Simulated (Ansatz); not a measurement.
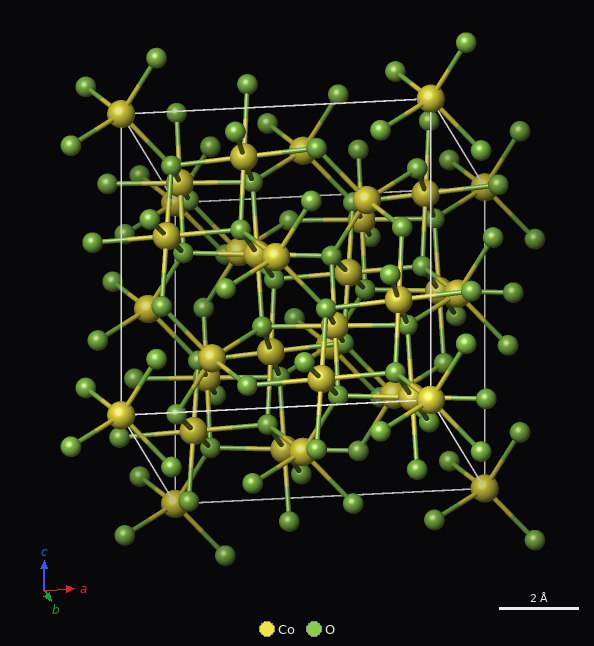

View from a general direction, drawn as a ball-and-stick model. One conventional unit cell is framed, with atoms on its boundary repeated. A few atoms beyond the faces are included.

Chemical formula Co₃O₄. The structure has Fd-3m (No. 227) symmetry and a face-centred cubic lattice. With Z = 8, the cell contains 24 Co, 32 O. O is coordinated by four Co in a distorted tetrahedral arrangement at about 1.9 Å. Co takes two kinds of site: 8a with four O in a tetrahedral arrangement at about 1.9 Å; 16d with six O in a distorted octahedral arrangement at about 1.9 Å. The bonds build a three-dimensional framework.

Its origin is a structure listed in the Materials Project. Earlier steps of the study, as a rule a relaxation of our own, may have changed the cell and positions, so they can lie some per cent off the listed ones. Ansatz was used for an electronic-structure calculation on it.
